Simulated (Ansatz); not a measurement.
# Two runs on NiSi

System: NiSi (Pmmn, 4 atoms in the cell).
Method of run A: DFT, LDA, all-electron LAPW, scalar-relativistic, spin-polarised (Ansatz 0.2.0).

The structure derives from an entry of the Crystallography Open Database. Text and figures count atoms from 1; the logs count them from 0 in places.

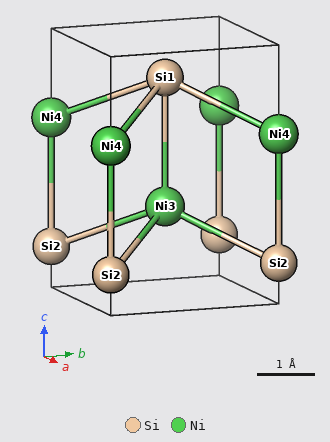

Fig. 1: The structure (ball-and-stick view of the cell of the calculation, seen slightly off an axis; atoms are numbered from 1 in the order of the input). Near neighbours in the crystal (not all of them lie inside the picture): Si has 6 Ni at 2.34 to 2.36 Å; Ni has 6 Si at 2.34 to 2.36 Å.

Input, run A:
```yaml
crystal:
  lattice:
    - [2.9660876, 0.0, 0.0]
    - [0.0, 3.20803, 0.0]
    - [0.0, 0.0, 4.69776]
  atoms:
    - { symbol: Si, position: [0.5, 0.5, 0.8423] }
    - { symbol: Si, position: [0.0, 0.0, 0.1577] }
    - { symbol: Ni, position: [0.5, 0.5, 0.34422], spin: 1.5 }
    - { symbol: Ni, position: [0.0, 0.0, 0.65578], spin: 1.5 }
magnetization:
  spin_polarized: true
kpoints:
  mp_grid: { grid: [11, 10, 7] }
  band_path:
    path:
      - [0.0, 0.0, 0.0]
      - [0.5, 0.0, 0.0]
      - [0.5, 0.5, 0.0]
      - [0.0, 0.5, 0.0]
      - [0.0, 0.0, 0.0]
      - [0.0, 0.0, 0.5]
      - [0.5, 0.0, 0.5]
      - [0.5, 0.5, 0.5]
      - [0.0, 0.5, 0.5]
    npoints: 5
scf:
  occupations: { method: fermi_dirac, width: 0.05 }
hamiltonian:
  xc: lda
  pseudopotentials: { kind: all_electron, lapw: { basis_error: 0.001 } }
output:
  forces: true
  stress: true
  eigenvalues: true
```

Command:
```bash
ansatz run input.yaml --threads 1 --pin off --max-ram 6144MiB --backend cpu --events-out ev --progress --plain --runs-dir out
```

Hardware: 1 thread of Intel Xeon (Sapphire Rapids), 64 GiB of memory available, shared host.

Output, shortened to warnings, some set-up lines, iterations and results (run A):
```
WARN: the starting moments were not kept: the SCF closed with an absolute magnetisation of 2.8e-7 μB, where they sum to 3 μB in size (2 sites). That is at most 0.1 of that sum. Measured as dr2_m measures the in/out step, that magnetisation stands 3.5e-15 eV from none, at or under the dr2_threshold of 1.0e-7 eV: it is no larger than a step whose dr2_m would equal this threshold. The system may …
Basis set: ecut = 294.1862841834433 eV, 501 PW (Γ), exchange–correlation at level 2
Symmetry: 8 space group operations
k-points: 144 of 770
Initial density: superposition of atomic densities (chi_scale 0.1, normalization cell)
[...]
SCF iter   1: F=—  HF=-98366.579039 eV  |F-HF|=—  |Δ(HF+E_count)|=         —  Δρ=6.15e-2 (↑3.98e-2 ↓6.15e-2)  dr2=1.22e0  dr2_m=9.26e-1  M=0.172 μB ∫|m|=0.333 μB  β_m=0.30  …
SCF iter   2: F=—  HF=-98366.268922 eV  |F-HF|=—  |Δ(HF+E_count)|=   3.10e-1  Δρ=4.25e-2 (↑3.04e-2 ↓4.25e-2)  dr2=5.00e-1  dr2_m=4.82e-1  M=0.120 μB ∫|m|=0.260 μB  β_m=0.65  …
SCF iter   3: F=—  HF=-98367.712636 eV  |F-HF|=—  |Δ(HF+E_count)|=    1.44e0  Δρ=2.29e-2 (↑1.81e-2 ↓2.29e-2)  dr2=1.42e0  dr2_m=3.51e-3  M=0.016 μB ∫|m|=0.053 μB  β_m=0.46  …
SCF iter   4: F=—  HF=-98365.807987 eV  |F-HF|=—  |Δ(HF+E_count)|=    1.90e0  Δρ=2.82e-3 (↑2.82e-3 ↓2.43e-3)  dr2=1.37e-2  dr2_m=2.53e-4  M=0.005 μB ∫|m|=0.037 μB  β_m=0.73  …
SCF iter   5: F=—  HF=-98365.812005 eV  |F-HF|=—  |Δ(HF+E_count)|=         —  Δρ=1.54e-3 (↑1.54e-3 ↓1.48e-3)  dr2=6.44e-3  dr2_m=1.45e-5  M=0.002 μB ∫|m|=0.016 μB  β_m=0.86  …
SCF iter   6: F=—  HF=-98365.811334 eV  |F-HF|=—  |Δ(HF+E_count)|=   6.70e-4  Δρ=5.77e-4 (↑5.77e-4 ↓5.47e-4)  dr2=1.38e-3  dr2_m=3.30e-7  M=-0.000 μB ∫|m|=0.000 μB  β_m=0.84  …
SCF iter   7: F=—  HF=-98365.810949 eV  |F-HF|=—  |Δ(HF+E_count)|=   3.85e-4  Δρ=1.64e-4 (↑1.64e-4 ↓1.37e-4)  dr2=1.07e-4  dr2_m=1.33e-7  M=-0.000 μB ∫|m|=0.001 μB  β_m=0.83  …
SCF iter   8: F=—  HF=-98365.810916 eV  |F-HF|=—  |Δ(HF+E_count)|=   3.31e-5  Δρ=3.87e-5 (↑3.87e-5 ↓3.56e-5)  dr2=3.19e-6  dr2_m=2.51e-8  M=-0.000 μB ∫|m|=0.001 μB  β_m=0.91  …
SCF iter   9: F=—  HF=-98365.810916 eV  |F-HF|=—  |Δ(HF+E_count)|=   3.58e-7  Δρ=9.47e-6 (↑9.47e-6 ↓9.20e-6)  dr2=2.22e-7  dr2_m=3.93e-10  M=0.000 μB ∫|m|=0.000 μB  β_m=0.92  …
SCF iter  10: F=—  HF=-98365.810916 eV  |F-HF|=—  |Δ(HF+E_count)|=   5.41e-8  Δρ=2.63e-6 (↑2.62e-6 ↓2.63e-6)  dr2=1.98e-8  dr2_m=6.17e-11  M=0.000 μB ∫|m|=0.000 μB  β_m=0.96  …
SCF iter  11: F=—  HF=-98365.810916 eV  |F-HF|=—  |Δ(HF+E_count)|=   3.89e-9  Δρ=5.72e-7 (↑5.72e-7 ↓5.62e-7)  dr2=1.50e-9  dr2_m=7.19e-12  M=0.000 μB ∫|m|=0.000 μB  β_m=0.98  …
SCF iter  12: F=-98365.810916 eV  HF=-98365.810916 eV  |F-HF|=1.75e-10  |Δ(HF+E_count)|=  1.60e-10  Δρ=1.96e-7 (↑1.96e-7 ↓1.90e-7)  dr2=7.36e-11  dr2_m=8.70e-14  M=-0.000 μB …
SCF 1 converged in 12 iterations: F = -98365.810916 eV  dr2 = 7.36e-11
WARN: the starting moments were not kept: the SCF closed with an absolute magnetisation of 2.8e-7 μB, where they sum to 3 μB in size (2 sites). That is at most 0.1 of that sum. Measured as dr2_m measures the in/out step, that magnetisation stands 3.5e-15 eV from none, at or under the dr2_threshold …
NSCF: frozen V_eff on 41 k-points
SCF converged after 12 iterations
Magnetization: -0.0000 μB (30.0000 up, 30.0000 down)
Absolute magnetization: 0.0000 μB (∫|ρ↑−ρ↓|)
Spin contamination: 0.0000 ħ² per cell (⟨S²⟩ above its minimum at these occupations)
Per-site moments (μB) at R_I (Å): [(-2.6688985244049945e-8, 1.0664902702791255), (-2.6688985244049945e-8, 1.0664902702791255), (-2.9588349548248516e-9, 1.273369995654239), (-2.9588349548248516e-9, 1.273369995654239)]
Free energy (F): -98365.810916 eV
Harris-Foulkes:  -98365.810916 eV  (|F-HF|=1.75e-10)
Internal energy: -98365.800969 eV  (E = F + TS)
E sigma→0 (E₀):  -98365.805942 eV
Entropy (-TS):   -0.009947 eV (-2.487 meV/atom)
Fermi energy:    17.373320 eV
--- Per-component energies (eV) ---
  E_band       = -1882.924592
  E_kinetic    = 99679.680001
  E_xc         = -4413.040278
  E_electrostatic = -193632.440692  (all electrons and nuclei)
  E_smearing   = -0.009947  (= −TS)
  E_closure    = 0.000000  (closes the sum)
[...]
```

For run B the input was changed thus:
```diff
-    - [2.9660876, 0.0, 0.0]
-    - [0.0, 3.20803, 0.0]
+    - [3.1174186, 0.0, 0.0]
+    - [0.0, 3.371705, 0.0]
```

How does run B compare with run A?

With the same functional and potentials, run B lies 77.2 meV per atom higher. The pressure goes from −3.28 to −17.31 GPa. The largest force goes from 0.149 to 0.234 eV/Å. The volume per atom goes from 11.18 to 12.34 Å³. The number of SCF iterations is the same. The plane waves at Γ go from 501 to 573.

Output, shortened to warnings, some set-up lines, iterations and results (run B):
```
WARN: the starting moments were not kept: the SCF closed with an absolute magnetisation of 1.0e-6 μB, where they sum to 3 μB in size (2 sites). That is at most 0.1 of that sum. Measured as dr2_m measures the in/out step, that magnetisation stands 3.2e-14 eV from none, at or under the dr2_threshold of 1.0e-7 eV: it is no larger than a step whose dr2_m would equal this threshold. The system may …
Basis set: ecut = 294.18537300488947 eV, 573 PW (Γ), exchange–correlation at level 2
Symmetry: 8 space group operations
k-points: 144 of 770
Initial density: superposition of atomic densities (chi_scale 0.1, normalization cell)
[...]
SCF iter   1: F=—  HF=-98366.187544 eV  |F-HF|=—  |Δ(HF+E_count)|=         —  Δρ=5.88e-2 (↑3.67e-2 ↓5.88e-2)  dr2=1.40e0  dr2_m=8.98e-1  M=0.208 μB ∫|m|=0.362 μB  β_m=0.30  …
SCF iter   2: F=—  HF=-98365.960799 eV  |F-HF|=—  |Δ(HF+E_count)|=   2.27e-1  Δρ=4.00e-2 (↑2.89e-2 ↓4.00e-2)  dr2=5.20e-1  dr2_m=4.72e-1  M=0.146 μB ∫|m|=0.287 μB  β_m=0.63  …
SCF iter   3: F=—  HF=-98367.874686 eV  |F-HF|=—  |Δ(HF+E_count)|=    1.91e0  Δρ=2.66e-2 (↑1.96e-2 ↓2.66e-2)  dr2=1.96e0  dr2_m=8.40e-3  M=0.025 μB ∫|m|=0.070 μB  β_m=0.45  …
SCF iter   4: F=—  HF=-98365.498250 eV  |F-HF|=—  |Δ(HF+E_count)|=    2.38e0  Δρ=2.72e-3 (↑2.72e-3 ↓2.33e-3)  dr2=1.33e-2  dr2_m=2.91e-4  M=0.006 μB ∫|m|=0.043 μB  β_m=0.73  …
SCF iter   5: F=—  HF=-98365.503114 eV  |F-HF|=—  |Δ(HF+E_count)|=         —  Δρ=1.47e-3 (↑1.47e-3 ↓1.41e-3)  dr2=6.75e-3  dr2_m=1.62e-5  M=0.003 μB ∫|m|=0.019 μB  β_m=0.86  …
SCF iter   6: F=—  HF=-98365.502509 eV  |F-HF|=—  |Δ(HF+E_count)|=   6.05e-4  Δρ=5.30e-4 (↑5.30e-4 ↓5.03e-4)  dr2=1.31e-3  dr2_m=3.56e-7  M=-0.000 μB ∫|m|=0.000 μB  β_m=0.84  …
SCF iter   7: F=—  HF=-98365.502148 eV  |F-HF|=—  |Δ(HF+E_count)|=   3.61e-4  Δρ=1.49e-4 (↑1.49e-4 ↓1.24e-4)  dr2=9.75e-5  dr2_m=1.60e-7  M=-0.000 μB ∫|m|=0.002 μB  β_m=0.84  …
SCF iter   8: F=—  HF=-98365.502122 eV  |F-HF|=—  |Δ(HF+E_count)|=   2.68e-5  Δρ=3.60e-5 (↑3.60e-5 ↓3.38e-5)  dr2=3.19e-6  dr2_m=2.64e-8  M=-0.000 μB ∫|m|=0.001 μB  β_m=0.91  …
SCF iter   9: F=—  HF=-98365.502121 eV  |F-HF|=—  |Δ(HF+E_count)|=   5.55e-7  Δρ=9.53e-6 (↑9.53e-6 ↓9.21e-6)  dr2=2.46e-7  dr2_m=5.79e-10  M=0.000 μB ∫|m|=0.000 μB  β_m=0.92  …
SCF iter  10: F=—  HF=-98365.502121 eV  |F-HF|=—  |Δ(HF+E_count)|=   5.41e-8  Δρ=2.90e-6 (↑2.90e-6 ↓2.75e-6)  dr2=2.27e-8  dr2_m=8.11e-11  M=0.000 μB ∫|m|=0.000 μB  β_m=0.96  …
SCF iter  11: F=—  HF=-98365.502121 eV  |F-HF|=—  |Δ(HF+E_count)|=   4.66e-9  Δρ=5.88e-7 (↑5.88e-7 ↓5.44e-7)  dr2=1.32e-9  dr2_m=8.08e-12  M=-0.000 μB ∫|m|=0.000 μB  β_m=0.98 …
SCF iter  12: F=-98365.502121 eV  HF=-98365.502121 eV  |F-HF|=1.31e-10  |Δ(HF+E_count)|=  4.37e-11  Δρ=2.12e-7 (↑2.12e-7 ↓1.95e-7)  dr2=8.81e-11  dr2_m=2.26e-13  M=-0.000 μB …
SCF 1 converged in 12 iterations: F = -98365.502121 eV  dr2 = 8.81e-11
WARN: the starting moments were not kept: the SCF closed with an absolute magnetisation of 1.0e-6 μB, where they sum to 3 μB in size (2 sites). That is at most 0.1 of that sum. Measured as dr2_m measures the in/out step, that magnetisation stands 3.2e-14 eV from none, at or under the dr2_threshold …
NSCF: frozen V_eff on 41 k-points
SCF converged after 12 iterations
Magnetization: -0.0000 μB (30.0000 up, 30.0000 down)
Absolute magnetization: 0.0000 μB (∫|ρ↑−ρ↓|)
Spin contamination: 0.0000 ħ² per cell (⟨S²⟩ above its minimum at these occupations)
Per-site moments (μB) at R_I (Å): [(-7.587509998074893e-8, 1.0664914348958139), (-7.587509998074893e-8, 1.0664914348958139), (1.7718434897062707e-7, 1.2733688310375504), (1.7718434897062707e-7, 1.2733688310375504)]
Free energy (F): -98365.502121 eV
Harris-Foulkes:  -98365.502121 eV  (|F-HF|=1.31e-10)
Internal energy: -98365.489642 eV  (E = F + TS)
E sigma→0 (E₀):  -98365.495882 eV
Entropy (-TS):   -0.012479 eV (-3.120 meV/atom)
Fermi energy:    15.285054 eV
--- Per-component energies (eV) ---
  E_band       = -1991.217103
  E_kinetic    = 99666.237753
  E_xc         = -4408.883403
  E_electrostatic = -193622.843993  (all electrons and nuclei)
  E_smearing   = -0.012479  (= −TS)
  E_closure    = 0.000000  (closes the sum)
[...]
```

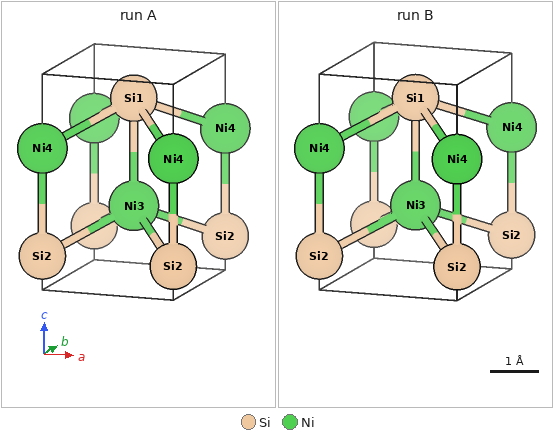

Fig. 2: The two input geometries at one scale (ball-and-stick view of the cell of the calculation, seen slightly off an axis). The atoms keep their places relative to the cell (all moves are under 0.005 Å). The volume changes by +10.5 %, with a 2.966 → 3.117 Å (+5.1 %), b 3.208 → 3.372 Å (+5.1 %), c stays at 4.698 Å. Among the contacts that change: Si1–Ni4 2.354 → 2.458 Å.

The two runs side by side:

```tsv
quantity	run A	run B
outcome	converged	converged
free energy per atom (eV)	−24591.4527	−24591.3755
energy per atom, smearing taken to zero (eV)	−24591.4515	−24591.3740
net moment of the cell (μB)	0.00	0.00
absolute moment of the cell (μB)	0.00	0.00
pressure (GPa)	−3.28	−17.31
volume per atom (Å³)	11.18	12.34
largest force (eV/Å)	0.149	0.234
SCF iterations	12	12
irreducible k-points	144	144
plane waves at Γ	501	573
wall time (shared host)	2.4 min	2.2 min
```

For both runs: Warnings: some starting moments were not kept. For run B: The cell is under a tension of 17.3 GPa at this level, so it is not at its equilibrium volume.
